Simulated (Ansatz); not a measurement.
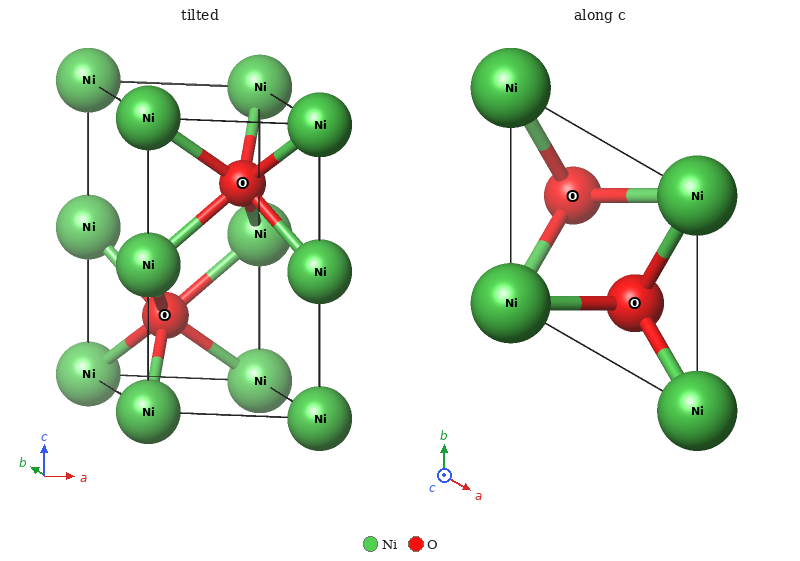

Shown here is a ball-and-stick view of the crystal, taken slightly off an axis and along the c axis. The lines enclose the conventional unit cell; boundary atoms appear with their images. Cell: a = 2.91 Å, b = 2.91 Å, c = 5.06 Å, α = 90.00°, β = 90.00°, γ = 120.00°.

The initial geometry was a structure type filled with these elements by a generator (whether the compound takes this form wasn't checked). Earlier steps of the study, as a rule a relaxation of our own, may have changed the cell and positions, so they can lie some per cent off the listed ones. It was run through Ansatz as a DFT input.

> What structure is drawn here?

The structure is one of NiO. The symmetry is that of P6_3/mmc (No. 194), on a primitive hexagonal lattice. The arrangement is known as nickel arsenide (NiAs) type. Content of the cell: 2 Ni, 2 O (Z = 2). Ni is linked to six O in an octahedral arrangement at about 2.1 Å. The coordination shell of O holds six Ni in a distorted trigonal prismatic arrangement at about 2.1 Å. Not all metal-metal contacts are counted. The bonds build a three-dimensional framework.

Electronic-structure method: Ansatz 0.2.0, DFT PBE, scalar-relativistic, plane waves, PAW. Parameters: E_cut = 420 eV, a 12×12×8 grid in reciprocal space, Gaussian smearing of 0.05 eV, collinear spins.

> Which atoms carry magnetic moments in this run, and how do they order?

The state reached is antiferromagnetic. Sizes: Ni 1.3 μB; net moment 0.0 μB in the run's cell of 4 atoms.

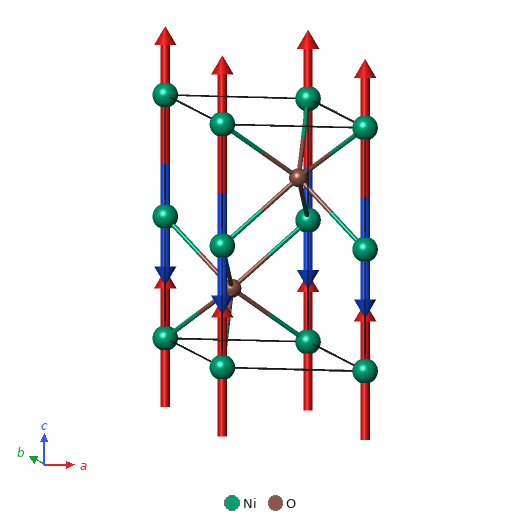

Site moments above 0.25 μB as arrows, small induced ones on non-metal atoms left out (red along the largest or up, blue against, purple across). The run's cell of 4 atoms is drawn.

> Predict the gap.

A semiconductor at this level, with a gap of 0.76 eV, indirect.

> What are the atomic charges by Bader's partition?

Ni +1.09 e; O -1.09 e.

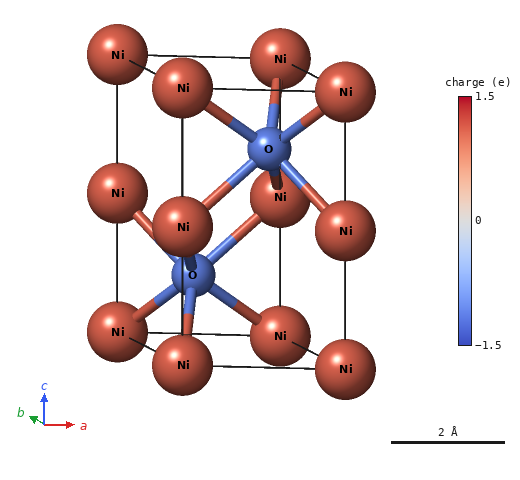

The atoms coloured by those charges. The run's cell of 4 atoms is drawn.

> Does this geometry sit at a stationary point of the energy?

Yes. All forces vanish to within 0.01 eV/Å. The pressure is 0.0 GPa, close to zero.
